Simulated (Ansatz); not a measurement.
The Ansatz input:

```
crystal:
  lattice:
    - [2.7888858285, 0.0, 0.0]
    - [-1.3944429142, 2.4152459758, 0.0]
    - [0.0, 0.0, 2.7940761175]
  atoms:
    - { symbol: Ti, position: [0.6666666667, 0.3333333333, 0.0] }
    - { symbol: O, position: [0.0, 0.0, 0.5] }
basis:
  ecutwfc: 420
kpoints:
  mp_grid: { grid: [18, 18, 16] }
  band_path:
    path:
      - [[0.0, 0.0, 0.0], [0.5, 0.0, 0.0], [0.33333333, 0.33333333, 0.0], [0.0, 0.0, 0.0], [0.0, 0.0, 0.5], [0.5, 0.0, 0.5], [0.33333333, 0.33333333, 0.5], [0.0, 0.0, 0.5]]
      - [[0.5, 0.0, 0.5], [0.5, 0.0, 0.0]]
      - [[0.33333333, 0.33333333, 0.5], [0.33333333, 0.33333333, 0.0]]
    npoints: 14
hamiltonian:
  xc: pbesol
scf:
  occupations: { method: gaussian, width: 0.1 }
  n_extra_bands: 6
output:
  forces: true
  stress: true
  eigenvalues: true
  populations: true
  dos: { projected: true, de: 0.02, nscf_kmesh: { grid: [27, 27, 24] } }
  bader: true
```

Run as:
```bash
ansatz run input.yaml --threads 1 --pin off --max-ram 2560MiB --backend cpu --events-out ev --progress --plain --runs-dir out
```

Predict the main features of the band structure and density of states. The path is Γ–M–K–Γ–A–L–H–A|L–M|H–K.

A metal: bands cross the Fermi level along this path. At Γ the nearest levels lie 3.06 eV below and 1.74 eV above the Fermi level. The density of states at the Fermi level isn't well fixed here: it changes fast, and within 0.3 eV it runs from 0.027 to 0.18 per eV and cell. By projected weight, the states within 0.3 eV of the Fermi level are Ti almost alone.

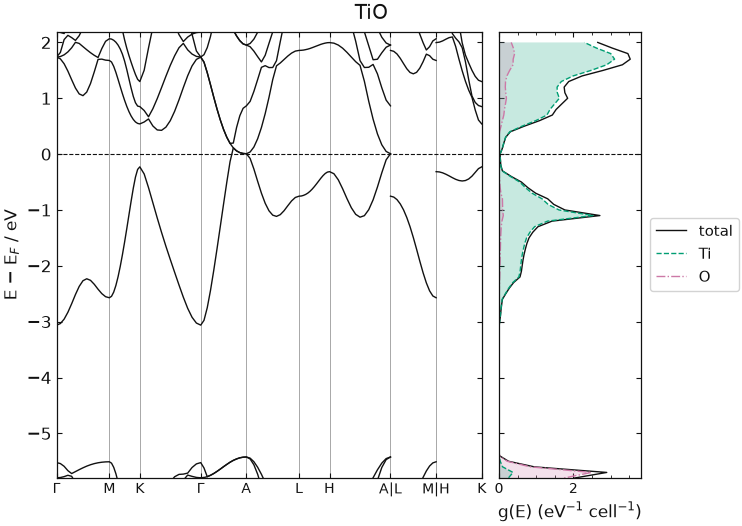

Band structure and density of states. Energies are counted from the Fermi level. The partial curves are projected on Löwdin-orthogonalised atomic shells.
